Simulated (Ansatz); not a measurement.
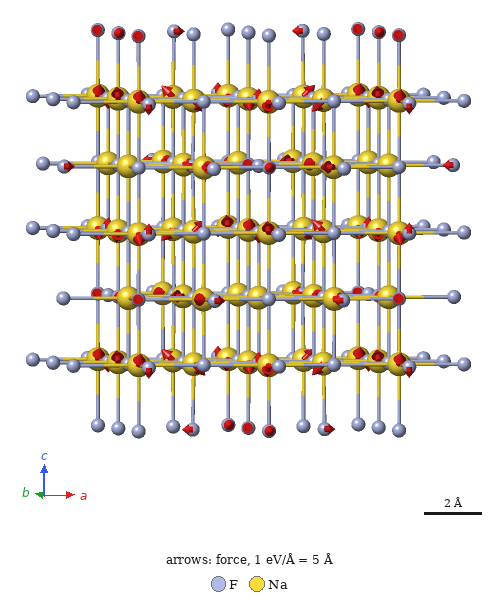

Starting geometry of a defect cell of composition Na$_{15}$F$_{17}$ (cell charge +2) with the computed forces as red arrows. The picture is a ball-and-stick view of the conventional cell (2 times the calculation's cell), seen from a free direction. Lengths and directions refer to the drawn axes.

Case: F on a Na site (a), charge +2, atoms relaxed at the host's cell.

These are results of DFT PBE, scalar-relativistic, plane waves, PAW (Ansatz), not measurements.

The input:
```yaml
crystal:
  lattice:
    - [-4.6999823628, 4.6999823628, 4.6999823628]
    - [4.6999823628, -4.6999823628, 4.6999823628]
    - [4.6999823628, 4.6999823628, -4.6999823628]
  atoms:
    - { symbol: F, position: [0.0, 0.25, 0.75] }
    - { symbol: Na, position: [0.0, 0.4989627882, 0.5010372118] }
    - { symbol: Na, position: [0.0, 0.75, 0.25] }
    - { symbol: Na, position: [0.2489627882, 0.0010372118, 0.75] }
    - { symbol: Na, position: [0.0, 0.0010372118, -0.0010372118] }
    - { symbol: Na, position: [0.2489627882, 0.25, 0.5010372118] }
    - { symbol: Na, position: [0.2489627882, 0.4989627882, 0.2479255764] }
    - { symbol: Na, position: [0.5, 0.75, 0.75] }
    - { symbol: Na, position: [0.2489627882, 0.7479255764, -0.0010372118] }
    - { symbol: Na, position: [0.5020744236, 0.0010372118, 0.5010372118] }
    - { symbol: Na, position: [0.5, 0.25, 0.25] }
    - { symbol: Na, position: [0.7510372118, 0.4989627882, 0.75] }
    - { symbol: Na, position: [0.4979255764, 0.4989627882, -0.0010372118] }
    - { symbol: Na, position: [0.7510372118, 0.7520744236, 0.5010372118] }
    - { symbol: Na, position: [0.7510372118, 0.0010372118, 0.2520744236] }
    - { symbol: Na, position: [0.7510372118, 0.25, -0.0010372118] }
    - { symbol: F, position: [0.5, 0.75, 0.25] }
    - { symbol: F, position: [0.5, 0.0, 0.0] }
    - { symbol: F, position: [0.5, 0.25, 0.75] }
    - { symbol: F, position: [0.75, 0.5, 0.25] }
    - { symbol: F, position: [0.5, 0.5, 0.5] }
    - { symbol: F, position: [0.75, 0.75, 0.0] }
    - { symbol: F, position: [0.7465211696, -0.0034788304, 0.75] }
    - { symbol: F, position: [0.0, 0.25, 0.25] }
    - { symbol: F, position: [0.7465211696, 0.25, 0.4965211696] }
    - { symbol: F, position: [0.0, 0.5034788304, 0.0034788304] }
    - { symbol: F, position: [0.0, 0.75, 0.75] }
    - { symbol: F, position: [0.25, 0.0, 0.25] }
    - { symbol: F, position: [0.0, -0.0034788304, 0.4965211696] }
    - { symbol: F, position: [0.2534788304, 0.25, 0.0034788304] }
    - { symbol: F, position: [0.2534788304, 0.5034788304, 0.75] }
    - { symbol: F, position: [0.25, 0.75, 0.5] }
  host:
    lattice:
      - [0.0, 2.3499911814, 2.3499911814]
      - [2.3499911814, 0.0, 2.3499911814]
      - [2.3499911814, 2.3499911814, 0.0]
    atoms:
      - { symbol: Na, position: [0.0, 0.0, 0.0] }
      - { symbol: F, position: [0.5, 0.5, 0.5] }
total_charge: 2
basis:
  ecutwfc: 420
  xc_grid: 2
kpoints:
  mp_grid: { grid: [2, 2, 2], shift: [0.5, 0.5, 0.5] }
hamiltonian:
  xc: pbe
scf:
  occupations: { method: gaussian, width: 0.01 }
output:
  forces: true
  stress: false
  eigenvalues: true
  charged_corrections:
    defect_position: [0.0, 0.25, 0.75]
    epsilon: [[5.6239, 0.0, 0.0], [0.0, 5.6239, 0.0], [0.0, 0.0, 5.6239]]
  write_density: true
  write_potential: true
  elf: true
  volumetric_format: npy
relax:
  adjacent_minimum: "off"
  f_tol: 0.025
  max_steps: 45
```

Launched with:
```bash
ansatz run input.yaml --threads 4 --pin off --max-ram 6144MiB --backend cpu --events-out ev --progress --plain --runs-dir out
```

Q: Is this structure relaxed? If not, where do the atoms go?

A: It isn't relaxed: the largest force vector, on Na atoms, is 0.12 eV/Å. The atoms end up moving mostly along the starting forces (cosine between the two patterns 0.97). After 2 geometry steps the energy has fallen by 33.5 meV per cell of the calculation. The largest force component goes from 0.084 to 0.0014 eV/Å. The largest moves, 0.039 Å, are those of F23, F25, F26, F29, F30 and F31. F26 goes along +a. Largest moves by element: F 0.039 Å, Na 0.034 Å. The cell doesn't change. Near-neighbour distances that change, for instance: Na11–F25 2.317 → 2.278 Å, Na10–Na12 3.310 → 3.275 Å, Na10–F28 2.360 → 2.384 Å, Na10–F23 2.341 → 2.318 Å. Among the angles between lasting bonds that change: Na4–F29–Na15 177.9° → 174.8°, F25–Na2–F31 92.1° → 95.2°, F20–Na2–F31 178.7° → 176.6°. The run may lie on a higher electronic state than the lowest, so the end point isn't shown to be the ground-state structure. Cost: 63 s on 4 threads of Arm Neoverse V1, with other jobs on the host, peak memory 1.1 GiB.

Limits of the set-up: the k-point mesh is coarse for a cell with partly filled bands; the periodic images lie only 8.1 Å apart, so the values are limited by the cell's size; the cell is charged, on a uniform background, and energies carry no finite-size correction.
